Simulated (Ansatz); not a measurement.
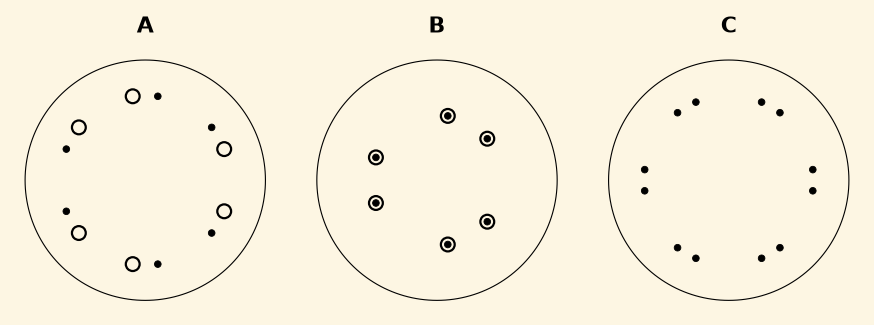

Stereographic projection: filled dots lie in the upper hemisphere, open rings in the lower. Each shows the poles of one general form. The c axis points at the viewer. Computed from the symmetry of the structures below (computed or model cells, partly hypothetical).

### Match each stereogram to its crystal.
1. W, R-3m (No. 166, hexagonal axes)
2. AlN, P6_3mc, No. 186
3. BN, No. 187, P-6m2

A is 1 (point group -3m); B is 3 (point group -6m2); C is 2 (point group 6mm).
